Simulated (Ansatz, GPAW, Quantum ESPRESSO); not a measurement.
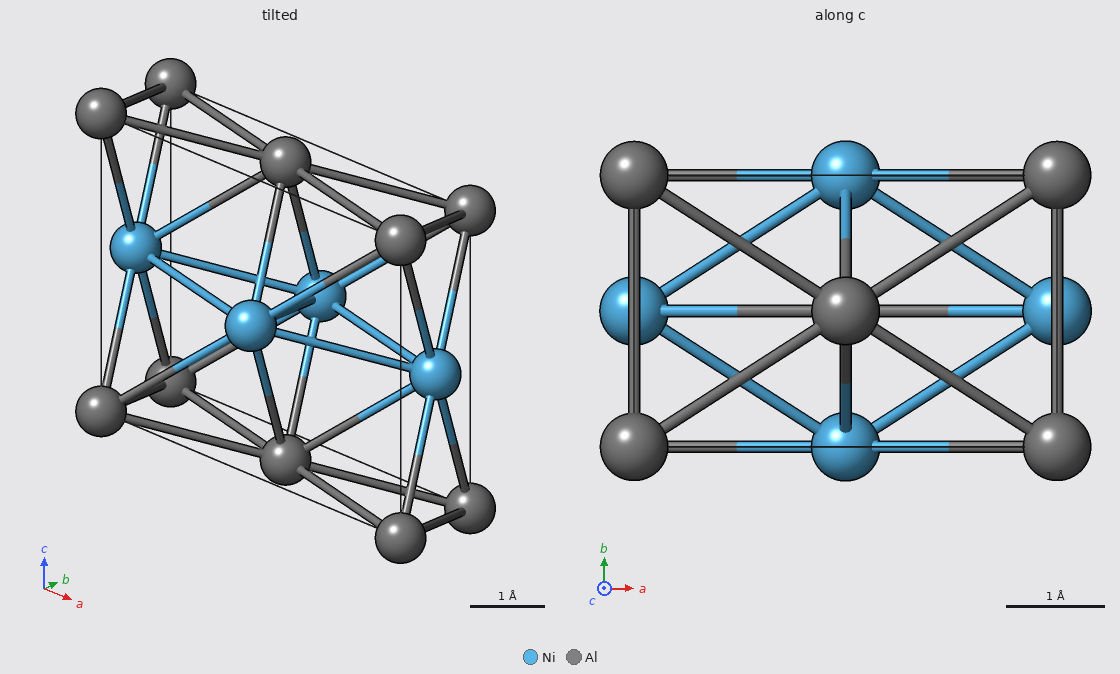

AlNi, space group C2/m (No. 12), a = 4.601 Å, b = 2.789 Å, c = 4.111 Å, α = 90.00°, β = 109.27°, γ = 90.00° (12.45 Å³/atom). An orthographic ball-and-stick view of the structure, slightly off an axis and along the c axis. Lines trace the edges of the conventional unit cell. The cell is a structure listed in the Materials Project. It needn't be the stable form of this composition.

The cell was scaled uniformly, at fixed shape and fractional positions, in four programs or potential sets. Alike in all runs: functional PBE; k mesh 11 × 11 × 7 on the run's cell of 2 atoms; occupations fermi-dirac, width 0.05 eV; collinear spin, ferromagnetic start; no spin-orbit coupling.

Energies from Ansatz LAPW (all-electron):

| volume (Å³/atom) | E − E(lowest point) (meV/atom) |
| --- | --- |
| 11.705 | 32.86 |
| 11.954 | 16.44 |
| 12.203 | 5.88 |
| 12.452 | 0.58 |
| 12.702 | 0.00 |
| 12.951 | 3.67 |
| 13.200 | 11.15 |

> What equilibrium volume and bulk modulus do these points give?

V0 = 12.61 Å³/atom, B0 = 144 GPa and B0′ = 4.4. V0 lies 1.3 % above the volume of the cell as given.

The same fit in all programs:

| program | V0 (Å³/atom) | B0 (GPa) | B0′ |
| --- | --- | --- | --- |
| Ansatz LAPW (all-electron) | 12.61 | 144 | 4.4 |
| Quantum ESPRESSO (SSSP 1.3 efficiency) | ? | ? | ? |
| Ansatz (Ansatz PAW soft_1) | 12.61 | 144 | 4.4 |
| GPAW (PAW data 1.2.1) | 12.67 | 147 | 4.4 |

> What does Quantum ESPRESSO (SSSP 1.3 efficiency) give?

V0 = 12.63 Å³/atom, B0 = 144 GPa and B0′ = 4.4. The other rows span 12.61 to 12.67 Å³/atom and 144 to 147 GPa.

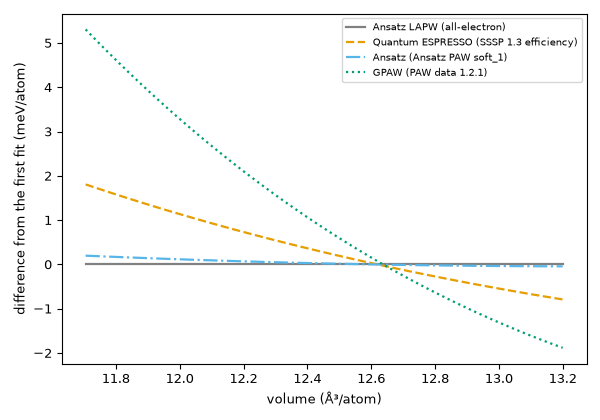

Each fitted curve, counted from its own minimum, less that of Ansatz LAPW (all-electron). With one functional throughout, the spread comes from potentials, basis sets and numerical settings; B0′ is uncertain by a few tenths over so narrow a range. Each run keeps the magnetic state that it reached from a ferromagnetic start.

Caveat: the cell was scaled at fixed shape and fractional positions, which overstates the stiffness of a crystal with free parameters, most of all of layers and chains.
